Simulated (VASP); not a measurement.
## Geometry relaxation of Pb (part 1 of 3)

- system: Pb (slab, 4 atoms in the cell)
- method: Kohn-Sham DFT of a periodic cell, PBE with dDsC, VASP PAW PBE potentials, recommended, no spin polarisation (VASP 6.6.1)

The structure derives from an entry of the Crystallography Open Database. It belongs to a series of runs on one base structure; here: the (0 0 1) slab of Pb, cut from the database cell, not relaxed.

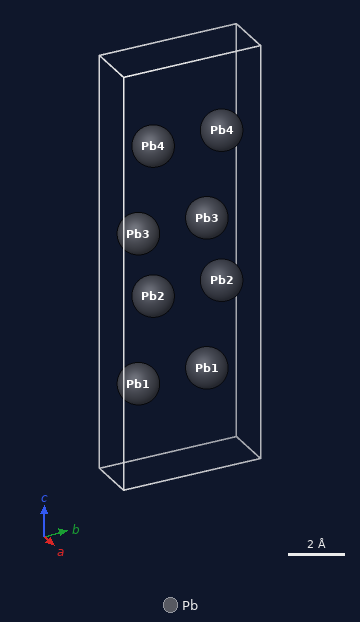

Figure 1. The structure as given in the input (spheres-only view of the 1 × 2 repeat of the cell, with the vacuum cut short, seen slightly off an axis; atoms are numbered from 1 in the order of the input).

Summary:

- outcome: converged
- electrons treated: 56
- free energy: −14.9041 eV
- dispersion energy: −0.9805 eV
- Fermi energy: 1.704 eV
- gap on the k-point mesh: none (metallic)
- final volume: 245.26 Å³
- largest force (length of the vector) at the end, held atoms and coordinates included: 0.111 eV/Å
- hardware: 1 thread of Intel Xeon (Sapphire Rapids), 256 GiB of memory available, shared host
- wall time: 13 min
- peak memory: 0.41 GiB

Notes:

Spin–orbit coupling is left out, which matters for Pb.

INCAR:
```
PREC = Accurate ; ENCUT = 520
EDIFF = 1E-6 ; ISMEAR = 0
SIGMA = 0.05 ; LREAL = F
LASPH = T ; NELM = 100
ALGO = Normal ; ISIF = 2
LWAVE = F ; LCHARG = F
LDIPOL = T ; IDIPOL = 3
DIPOL = 0.5 0.5 0.500 ; GGA = PE
IVDW = 4 ; IBRION = 2
NSW = 60 ; EDIFFG = -0.005
```

KPOINTS:
```
Automatic mesh
0
Gamma
  9 9 1
```

POSCAR:
```
Pb
1.0
    3.4800006906      0.0000000000      0.0000000000
   -1.7400003453      3.0137690032      0.0000000000
    0.0000000000      0.0000000000     23.3850000000
Pb
4
Selective dynamics
Direct
    0.6666666667      0.3333333334      0.3207184092  F F F
    0.3333333333      0.6666666666      0.4402394697  F F F
    0.6666666667      0.3333333334      0.5597605303  T T T
    0.3333333333      0.6666666666      0.6792815908  T T T
```

Run as:
```bash
cat potpaw_PBE.64/Pb_d/POTCAR > POTCAR
mpirun -np 1 vasp_std > vasp.out
```

OSZICAR:
```
N       E                     dE             d eps       ncg     rms          rms(c)
DAV:   1     0.642188017136E+03    0.64219E+03   -0.26954E+04   816   0.166E+03
DAV:   2     0.486477608932E+02   -0.59354E+03   -0.58878E+03   821   0.464E+02
DAV:   3    -0.112172045550E+02   -0.59865E+02   -0.59266E+02   956   0.197E+02
DAV:   4    -0.138929974953E+02   -0.26758E+01   -0.26744E+01   903   0.540E+01
DAV:   5    -0.140120448089E+02   -0.11905E+00   -0.11904E+00  1119   0.952E+00    0.119E+00
DAV:   6    -0.139047925505E+02    0.10725E+00   -0.62509E-01  1205   0.105E+01    0.715E-01
DAV:   7    -0.138870769860E+02    0.17716E-01   -0.14269E-01  1078   0.448E+00    0.393E-01
DAV:   8    -0.138796521573E+02    0.74248E-02   -0.52532E-02   971   0.224E+00    0.187E-01
DAV:   9    -0.138819221790E+02   -0.22700E-02   -0.58017E-02   992   0.431E+00    0.167E-01
DAV:  10    -0.138776531453E+02    0.42690E-02   -0.60911E-02  1055   0.364E+00    0.754E-02
DAV:  11    -0.138767368728E+02    0.91627E-03   -0.49701E-03  1105   0.103E+00    0.453E-02
DAV:  12    -0.138766946922E+02    0.42181E-04   -0.16631E-03  1046   0.401E-01    0.339E-02
DAV:  13    -0.138764992691E+02    0.19542E-03   -0.42171E-04   943   0.319E-01    0.320E-02
DAV:  14    -0.138764510896E+02    0.48180E-04   -0.17875E-04   935   0.176E-01    0.134E-02
DAV:  15    -0.138765174836E+02   -0.66394E-04   -0.47771E-05   910   0.609E-02    0.116E-02
DAV:  16    -0.138765364887E+02   -0.19005E-04   -0.29498E-05   905   0.720E-02    0.518E-03
DAV:  17    -0.138766090156E+02   -0.72527E-04   -0.13878E-05   860   0.472E-02    0.441E-03
DAV:  18    -0.138766641637E+02   -0.55148E-04   -0.28588E-06   559   0.180E-02    0.385E-03
DAV:  19    -0.138766996655E+02   -0.35502E-04   -0.37109E-06   535   0.274E-02    0.120E-03
DAV:  20    -0.138767221097E+02   -0.22444E-04   -0.18216E-06   531   0.166E-02    0.134E-03
DAV:  21    -0.138767313464E+02   -0.92367E-05   -0.86724E-07   507   0.753E-03    0.700E-04
DAV:  22    -0.138767327782E+02   -0.14318E-05   -0.13184E-07   538   0.382E-03    0.267E-04
DAV:  23    -0.138767329995E+02   -0.22128E-06   -0.27003E-08   481   0.329E-03
   1 F= -.14863319E+02 E0= -.14862367E+02  d E =-.148633E+02
       N       E                     dE             d eps       ncg     rms          rms(c)
DAV:   1    -0.138771189413E+02   -0.38616E-03   -0.26416E+00   801   0.799E+00    0.154E-01
DAV:   2    -0.138837733793E+02   -0.66544E-02   -0.73021E-02  1260   0.310E+00    0.813E-02
DAV:   3    -0.138843417698E+02   -0.56839E-03   -0.18597E-02  1053   0.241E+00    0.823E-02
DAV:   4    -0.138835874002E+02    0.75437E-03   -0.74604E-03  1213   0.146E+00    0.494E-02
DAV:   5    -0.138835833987E+02    0.40015E-05   -0.41771E-04  1034   0.340E-01    0.287E-02
DAV:   6    -0.138835811881E+02    0.22106E-05   -0.45643E-05  1262   0.969E-02    0.193E-02
DAV:   7    -0.138835801681E+02    0.10200E-05   -0.90653E-06   931   0.701E-02    0.964E-03
DAV:   8    -0.138835808746E+02   -0.70644E-06   -0.10193E-05   976   0.102E-01    0.176E-03
DAV:   9    -0.138835815925E+02   -0.71797E-06   -0.61375E-06   804   0.252E-02
   2 F= -.14870115E+02 E0= -.14869163E+02  d E =-.679605E-02
       N       E                     dE             d eps       ncg     rms          rms(c)
DAV:   1    -0.138005125961E+02    0.83068E-01   -0.23914E+01   802   0.250E+01    0.506E-01
DAV:   2    -0.138951890261E+02   -0.94676E-01   -0.98963E-01  1244   0.923E+00    0.233E-01
DAV:   3    -0.138982208658E+02   -0.30318E-02   -0.86034E-02  1245   0.495E+00    0.207E-01
DAV:   4    -0.138947903226E+02    0.34305E-02   -0.37179E-02  1285   0.285E+00    0.150E-01
DAV:   5    -0.138947332784E+02    0.57044E-04   -0.24911E-03  1079   0.835E-01    0.941E-02
DAV:   6    -0.138947184559E+02    0.14822E-04   -0.22829E-04  1254   0.233E-01    0.689E-02
DAV:   7    -0.138947111761E+02    0.72799E-05   -0.82527E-05   943   0.202E-01    0.327E-02
DAV:   8    -0.138947092440E+02    0.19321E-05   -0.91637E-05  1046   0.320E-01    0.497E-03
DAV:   9    -0.138947138233E+02   -0.45793E-05   -0.44707E-05   863   0.621E-02    0.620E-03
DAV:  10    -0.138947128748E+02    0.94852E-06   -0.17271E-06   511   0.267E-02
   3 F= -.14881111E+02 E0= -.14880152E+02  d E =-.177927E-01
       N       E                     dE             d eps       ncg     rms          rms(c)
DAV:   1    -0.138921583478E+02    0.25555E-02   -0.13885E+00   814   0.572E+00    0.102E-01
DAV:   2    -0.138954234565E+02   -0.32651E-02   -0.37295E-02  1277   0.259E+00    0.633E-02
DAV:   3    -0.138955674519E+02   -0.14400E-03   -0.17026E-02  1133   0.236E+00    0.547E-02
DAV:   4    -0.138951622522E+02    0.40520E-03   -0.42692E-03  1293   0.109E+00    0.324E-02
DAV:   5    -0.138951753016E+02   -0.13049E-04   -0.29914E-04   992   0.254E-01    0.229E-02
DAV:   6    -0.138951727537E+02    0.25479E-05   -0.26987E-05  1188   0.733E-02    0.166E-02
DAV:   7    -0.138951704064E+02    0.23473E-05   -0.83849E-06   881   0.786E-02    0.770E-03
DAV:   8    -0.138951705462E+02   -0.13976E-06   -0.87672E-06   978   0.104E-01
   4 F= -.14881577E+02 E0= -.14880601E+02  d E =-.182586E-01
       N       E                     dE             d eps       ncg     rms          rms(c)
DAV:   1    -0.138957342732E+02   -0.56387E-03   -0.13544E+00   898   0.568E+00    0.823E-02
DAV:   2    -0.138982041887E+02   -0.24699E-02   -0.26481E-02  1213   0.189E+00    0.427E-02
DAV:   3    -0.138983719501E+02   -0.16776E-03   -0.47419E-03  1197   0.136E+00    0.412E-02
DAV:   4    -0.138981984301E+02    0.17352E-03   -0.19097E-03  1317   0.709E-01    0.260E-02
DAV:   5    -0.138982007946E+02   -0.23644E-05   -0.11305E-04  1135   0.139E-01    0.178E-02
DAV:   6    -0.138981995931E+02    0.12014E-05   -0.12206E-05  1127   0.431E-02    0.105E-02
DAV:   7    -0.138981998788E+02   -0.28563E-06   -0.40247E-06   778   0.426E-02
   5 F= -.14884176E+02 E0= -.14883192E+02  d E =-.259832E-02
       N       E                     dE             d eps       ncg     rms          rms(c)
DAV:   1    -0.138665671151E+02    0.31632E-01   -0.12103E+01   898   0.174E+01    0.359E-01
DAV:   2    -0.139065419389E+02   -0.39975E-01   -0.42668E-01  1138   0.714E+00    0.181E-01
DAV:   3    -0.139071378762E+02   -0.59594E-03   -0.20052E-02  1253   0.293E+00    0.140E-01
DAV:   4    -0.139064448990E+02    0.69298E-03   -0.87541E-03  1317   0.144E+00    0.113E-01
DAV:   5    -0.139063318734E+02    0.11303E-03   -0.80311E-04  1031   0.586E-01    0.728E-02
DAV:   6    -0.139062885077E+02    0.43366E-04   -0.27854E-04  1047   0.294E-01    0.340E-02
DAV:   7    -0.139062930276E+02   -0.45198E-05   -0.83556E-05  1109   0.104E-01    0.195E-02
DAV:   8    -0.139062934326E+02   -0.40498E-06   -0.35163E-06   770   0.720E-02
   6 F= -.14890972E+02 E0= -.14889959E+02  d E =-.939444E-02
       N       E                     dE             d eps       ncg     rms          rms(c)
DAV:   1    -0.137196704907E+02    0.18662E+00   -0.49203E+01   898   0.368E+01    0.688E-01
DAV:   2    -0.139181342874E+02   -0.19846E+00   -0.20596E+00  1206   0.130E+01    0.311E-01
DAV:   3    -0.139256145746E+02   -0.74803E-02   -0.17697E-01  1279   0.670E+00    0.303E-01
DAV:   4    -0.139182561418E+02    0.73584E-02   -0.77970E-02  1287   0.354E+00    0.206E-01
DAV:   5    -0.139183392631E+02   -0.83121E-04   -0.49502E-03  1039   0.109E+00    0.134E-01
DAV:   6    -0.139183150785E+02    0.24185E-04   -0.53470E-04  1173   0.329E-01    0.851E-02
DAV:   7    -0.139183132351E+02    0.18435E-05   -0.14022E-04   955   0.263E-01    0.385E-02
DAV:   8    -0.139183219177E+02   -0.86826E-05   -0.12235E-04  1144   0.252E-01    0.763E-03
DAV:   9    -0.139183244116E+02   -0.24940E-05   -0.35869E-05   916   0.681E-02    0.395E-03
DAV:  10    -0.139183244558E+02   -0.44180E-07   -0.20006E-06   570   0.429E-02
   7 F= -.14900470E+02 E0= -.14899349E+02  d E =-.188927E-01
       N       E                     dE             d eps       ncg     rms          rms(c)
DAV:   1    -0.138836454821E+02    0.34679E-01   -0.11933E+01   897   0.173E+01    0.358E-01
DAV:   2    -0.139233485630E+02   -0.39703E-01   -0.43212E-01  1246   0.806E+00    0.185E-01
DAV:   3    -0.139273386966E+02   -0.39901E-02   -0.12987E-01  1191   0.576E+00    0.210E-01
DAV:   4    -0.139224209491E+02    0.49177E-02   -0.48815E-02  1311   0.287E+00    0.117E-01
DAV:   5    -0.139224616115E+02   -0.40662E-04   -0.26547E-03  1008   0.728E-01    0.776E-02
DAV:   6    -0.139224384203E+02    0.23191E-04   -0.17642E-04  1189   0.151E-01    0.585E-02
DAV:   7    -0.139224046040E+02    0.33816E-04   -0.89921E-05   984   0.243E-01    0.262E-02
DAV:   8    -0.139224089428E+02   -0.43387E-05   -0.87718E-05  1044   0.221E-01    0.605E-03
DAV:   9    -0.139224086307E+02    0.31203E-06   -0.30720E-05   977   0.111E-01    0.276E-03
DAV:  10    -0.139224089208E+02   -0.29011E-06   -0.11243E-06   534   0.271E-02
   8 F= -.14903247E+02 E0= -.14902051E+02  d E =-.216700E-01
       N       E                     dE             d eps       ncg     rms          rms(c)
DAV:   1    -0.139151892801E+02    0.72194E-02   -0.32094E+00   801   0.877E+00    0.174E-01
DAV:   2    -0.139235577277E+02   -0.83684E-02   -0.90923E-02  1220   0.382E+00    0.894E-02
DAV:   3    -0.139239235132E+02   -0.36579E-03   -0.11399E-02  1245   0.195E+00    0.745E-02
DAV:   4    -0.139234637865E+02    0.45973E-03   -0.51332E-03  1276   0.117E+00    0.558E-02
DAV:   5    -0.139234424101E+02    0.21376E-04   -0.30563E-04   937   0.344E-01    0.359E-02
DAV:   6    -0.139234340659E+02    0.83442E-05   -0.52169E-05  1198   0.127E-01    0.239E-02
DAV:   7    -0.139234305826E+02    0.34834E-05   -0.24661E-05   969   0.964E-02    0.117E-02
DAV:   8    -0.139234310292E+02   -0.44661E-06   -0.17089E-05   991   0.142E-01    0.248E-03
DAV:   9    -0.139234316617E+02   -0.63250E-06   -0.73960E-06   767   0.259E-02
   9 F= -.14903985E+02 E0= -.14902618E+02  d E =-.737986E-03
       N       E                     dE             d eps       ncg     rms          rms(c)
DAV:   1    -0.139234404553E+02   -0.94261E-05   -0.39711E-04  1231   0.220E-01    0.813E-03
DAV:   2    -0.139236411325E+02   -0.20068E-03   -0.32654E-03  1397   0.980E-01    0.303E-02
DAV:   3    -0.139234263573E+02    0.21478E-03   -0.20504E-03   741   0.735E-01    0.109E-03
DAV:   4    -0.139234271809E+02   -0.82361E-06   -0.83470E-06   881   0.208E-02
  10 F= -.14903984E+02 E0= -.14902618E+02  d E =-.736734E-03
       N       E                     dE             d eps       ncg     rms          rms(c)
DAV:   1    -0.139235457763E+02   -0.11942E-03   -0.39524E-02   921   0.986E-01    0.185E-02
DAV:   2    -0.139236900951E+02   -0.14432E-03   -0.20880E-03  1382   0.506E-01    0.203E-02
DAV:   3    -0.139236230588E+02    0.67036E-04   -0.15180E-03   996   0.703E-01    0.885E-03
DAV:   4    -0.139236213206E+02    0.17381E-05   -0.97197E-05  1145   0.189E-01    0.515E-03
DAV:   5    -0.139236226685E+02   -0.13479E-05   -0.18567E-05  1104   0.446E-02    0.409E-03
DAV:   6    -0.139236226615E+02    0.69895E-08   -0.91674E-07   509   0.113E-02
  11 F= -.14904114E+02 E0= -.14902742E+02  d E =-.129790E-03
```

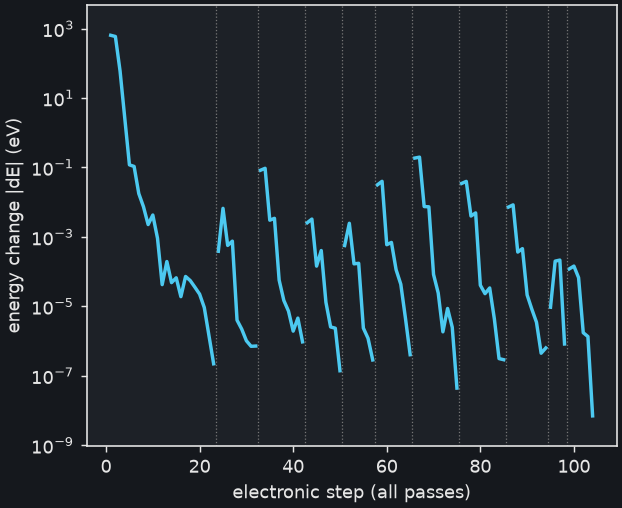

Figure 2. Convergence of the self-consistent field: energy change |dE| against the electronic step. Each stretch between dotted lines is the SCF of one geometry step of a relaxation. The 11 ionic steps take 4 to 23 electronic steps each.

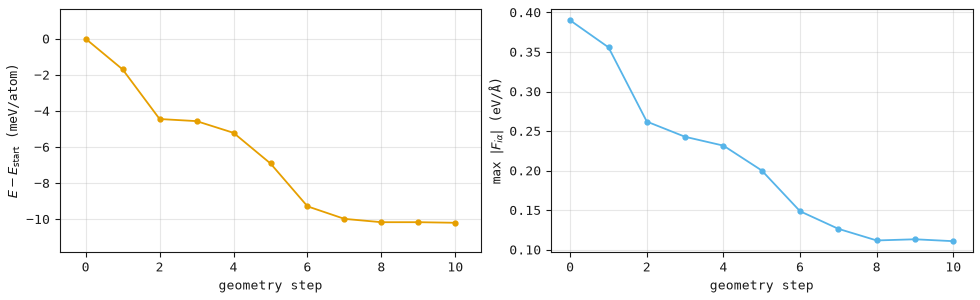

Figure 3. Progress of the relaxation, step by step (steps are counted from 0).

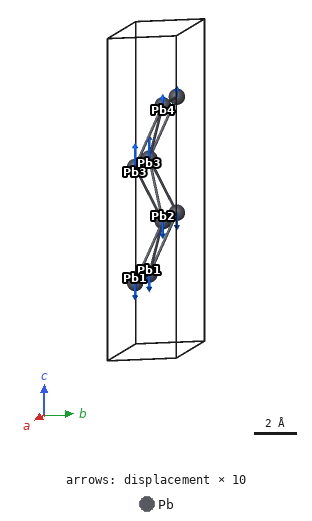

Figure 4. The starting structure with the displacements as blue arrows, magnified 10 times (ball-and-stick view of the 2 × 1 repeat of the cell, with the vacuum cut short, seen slightly off an axis). After 10 geometry steps the energy has fallen by 10.2 meV per atom. Largest force component: 0.39 eV/Å at the start, 0.11 eV/Å at the end. The largest move is that of Pb3, 0.12 Å. The lattice vectors keep their values. Among the contacts that change: Pb2–Pb3 3.442 → 3.609 Å, Pb3–Pb4 3.442 → 3.392 Å. (Atoms are counted from 1 in the order of the input.)

Parts of OUTCAR:
```
PREC = Accurate
   ENCUT = 520
   EDIFF = 1E-6
   ISMEAR = 0
   LREAL = F
   LASPH = T
   NELM = 100
   ISIF = 2
   GGA = PE
   IVDW = 4
   IBRION = 2
   NSW = 60
   EDIFFG = -0.005
  IVDW =   4
  VDW_RADIUS =    50.000 A
  VDW_S6 aka ATT0 =    13.960
  VDW_SR aka BTT0 =     1.320

 ion  position               nearest neighbor table
   1  0.667  0.333  0.321-   2 3.44   2 3.44   2 3.44
   2  0.333  0.667  0.440-   1 3.44   1 3.44   1 3.44   3 3.44   3 3.44   3 3.44
   3  0.667  0.333  0.560-   4 3.44   4 3.44   4 3.44   2 3.44   2 3.44   2 3.44
   4  0.333  0.667  0.679-   3 3.44   3 3.44   3 3.44

  LATTYP: Found a hexagonal cell.
 ALAT       =     3.4800006906
 C/A-ratio  =     6.7198262527

  Lattice vectors:

 A1 = (   3.4800006906,   0.0000000000,   0.0000000000)
 A2 = (  -1.7400003453,   3.0137690032,   0.0000000000)
 A3 = (   0.0000000000,   0.0000000000,  23.3850000000)

Analysis of symmetry for initial positions (statically):
=====================================================================
 Subroutine PRICEL returns:
 Original cell was already a primitive cell.

 Routine SETGRP: Setting up the symmetry group for a
 hexagonal supercell.

 Subroutine GETGRP returns: Found 12 space group operations
 (whereof 12 operations were pure point group operations)
 out of a pool of 24 trial point group operations.

The static configuration has the point symmetry D_3d.

Analysis of symmetry for dynamics (positions and initial velocities):
=====================================================================
 Subroutine PRICEL returns:
 Original cell was already a primitive cell.

 Routine SETGRP: Setting up the symmetry group for a
 hexagonal supercell.

 Subroutine GETGRP returns: Found 12 space group operations
 (whereof 12 operations were pure point group operations)
 out of a pool of 24 trial point group operations.

The dynamic configuration has the point symmetry D_3d.

Analysis of constrained symmetry for selective dynamics:
=====================================================================
 Subroutine PRICEL returns:
 Original cell was already a primitive cell.

 Routine SETGRP: Setting up the symmetry group for a
 hexagonal supercell.

 Subroutine GETGRP returns: Found  6 space group operations
 (whereof  6 operations were pure point group operations)
 out of a pool of 24 trial point group operations.

The constrained configuration has the point symmetry C_3v.

 Subroutine INISYM returns: Found  6 space group operations
 (whereof  6 operations are pure point group operations),
 and found     1 'primitive' translations

----------------------------------------------------------------------------------------

                                     Primitive cell

  volume of cell :     245.2600
```
